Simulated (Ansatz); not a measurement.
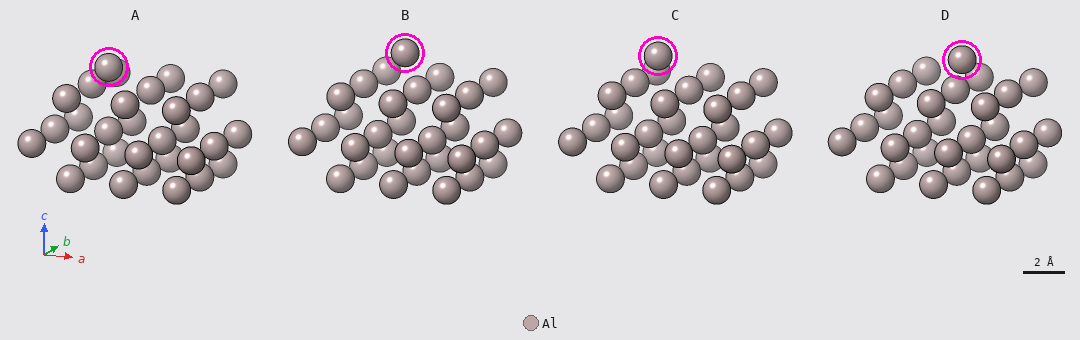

4 geometries from a converged minimum-energy path of Al on Al(100) (28 atoms in the cell), shuffled. A spheres-only model of the simulation cell, with the vacuum cut short (origin moved), seen slightly off an axis. The moving atom is ringed, with any periodic copies.

The calculation used DFT r2SCAN, scalar-relativistic, plane waves, PAW in Ansatz. Set-up: plane-wave cutoff 500 eV; k-point mesh 3 × 3 × 1; Gaussian smearing 0.1 eV; 9 atoms held fixed; 3 movable images; climbing image; force threshold 0.03 eV/Å; iteration limit 42; spring constant 2.0 eV/Å²; starting path by image-dependent pair potential.

Which frame is the transition state?

B. In order along the path, whose images run from 0 to 4: A (image 0, 0.00 eV), C (image 1, +0.32 eV), B (image 2, +0.72 eV), D (image 3, +0.32 eV). The adsorbate starts on a hollow site and hops by a lattice vector of the surface; other mechanisms, such as exchange with a surface atom, weren't searched. An Al atom travels furthest, 2.86 Å from end to end, on a path that bends up to 0.89 Å away from the straight line. At the highest image its nearest neighbour (Al) is 2.70 Å away, against 2.62 Å at the start, and the surrounding atoms stand up to 0.16 Å off the mean of their end positions.

Cost: 22 min on 4 threads of Intel(R) Xeon(R) Platinum 8488C (Sapphire Rapids), on a shared host, peak memory 6.2 GiB.
